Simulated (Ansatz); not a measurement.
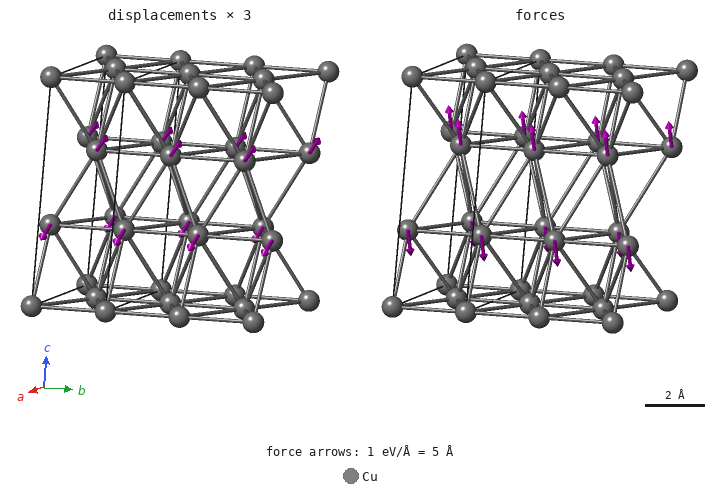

Left: a symmetric starting cell of Cu (made from another compound by putting Cu in place of Zn), with purple arrows for the displacements applied to it (without the part that the change of the cell carries along). Right: the displaced structure with the computed forces. Besides, the cell is strained by +0.5 % along c, −0.8 % along b, −2.0 % roughly along [3 0 1] (volume −2.2 %). The picture is a ball-and-stick view of the conventional cell (2 times the calculation's cell), repeated 1 × 3 × 1 with one cell outlined, seen slightly off an axis. Lengths and directions refer to the drawn axes.

Method: DFT PBEsol, scalar-relativistic, plane waves, PAW in Ansatz. Settings: plane-wave cutoff 420 eV; k-point mesh 18 × 18 × 6; occupations gaussian; smearing width 0.1 eV; no spin polarisation.

How do the forces relate to the distortion?

Atoms are displaced by 0.32 Å relative to the cell. No relaxation follows. The starting cell wasn't computed here and needn't be at equilibrium, so pressure and forces aren't due to the change alone. Some distances before and after: Cu–Cu 3.003 → 2.965 to 3.430 Å, Cu–Cu 3.029 → 2.777 Å, Cu–Cu 2.747 → 2.706 to 2.725 Å, Cu–Cu 2.977 → 2.955 Å. The space group stays C2/m (No. 12). The pressure is −22.2 GPa (not all of it need come from the change, since the unchanged cell can be under pressure at this level too). The principal stresses (compression positive) are −21.3 GPa roughly along a, −21.6 GPa along b, −23.5 GPa along [2 0 3]. The largest forces, 0.2 eV/Å, act on 2 Cu atoms of the calculation's cell. The forces have little in common with the displacements (cosine 0.17).
